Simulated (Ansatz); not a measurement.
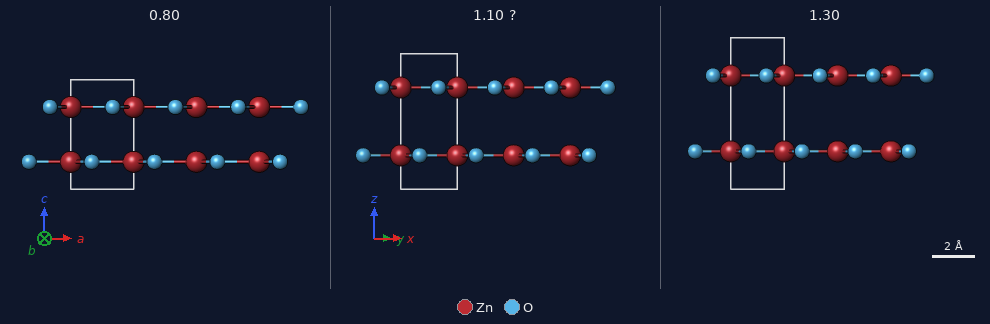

A crystal of ZnO (P6_3/mmc): the ratio of the cell's length along z to its lengths across, counted as 1 for the reference, is changed at fixed volume (a c/a path), with the atoms kept at their fractional coordinates. x, y and z are the Cartesian axes of the input. The picture is a ball-and-stick view of the cell of the calculation, repeated 3 × 2 × 1 with one cell outlined, seen along the b axis.

The calculation used DFT PBE+D3(BJ), scalar-relativistic, plane waves, PAW in Ansatz 0.2.0. Set-up: plane-wave cutoff 420 eV; k-point mesh 12 × 12 × 6; occupations gaussian; smearing width 0.05 eV; no spin polarisation. Energies (free energies at the smearing named) are counted from the relaxed crystal.

```
axial ratio over its reference value  E − E(ref) (meV/atom)
                                0.80                    221
                                0.85                    121
                                0.92                     33
                                0.96                      8
                                1.00                      0
                                1.05                     13
                                1.10                      ?
                                1.20                    193
                                1.30                    423
```

**Fill in the missing row.**

A straight line between the two neighbours gives 73 meV/atom. A cubic through the four nearest rows (1.00, 1.05, 1.20, 1.30) gives, with Lagrange weights, (−0.3333)(0) + (1.0667)(13) + (0.3333)(193) + (−0.0667)(423) = 50 meV/atom. The calculation gives 50 meV/atom, so the cubic is right to the digits shown and the straight line 23 meV/atom too high, as the curve bends upwards here.

The whole profile:

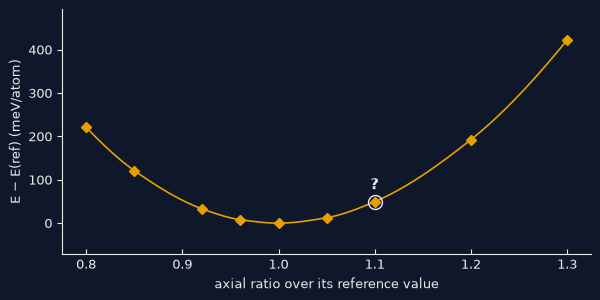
